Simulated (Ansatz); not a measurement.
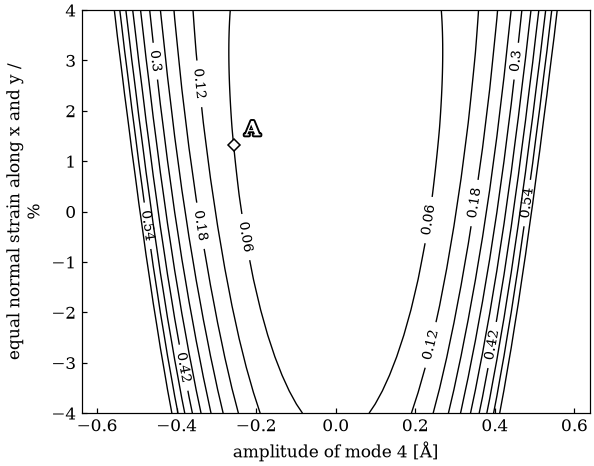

AgCl (Fm-3m, No. 225; 2 atoms in the cell). 
- The energy is mapped over a normal mode and a strain (zone-centre modes of the 2-atom cell of this scan) (x, y and z along the cube axes).
- First axis: amplitude of mode 4 (92 cm⁻¹), largest displacement in the unstrained cell. Second axis: equal normal strain along x and y.
- Nothing is relaxed (the pattern is fixed in fractional coordinates).
- The grid has 11 × 7 points; 42 points were computed and 35 follow by symmetry.
- Points are written as (first, second).
- Energies are in eV per cell, from the lowest grid point.
- All numbers below come from DFT PBE, scalar-relativistic, plane waves, PAW (Ansatz). Settings: cutoff 420 eV, k-mesh 8×8×8, gaussian smearing 0.05 eV, no spin polarisation.

Drawn: contour lines labelled in eV (none above 0.6), the point A. Between grid points the surface is interpolated.

Is A at rest? If not, where is it pushed?

Answer. A, at (−0.256 Å, 1.33 %), is not a stationary point. The computed force is 0.62 eV for each Å towards larger values of the first coordinate and 0.0073 eV for each 1 % towards larger values of the second coordinate.
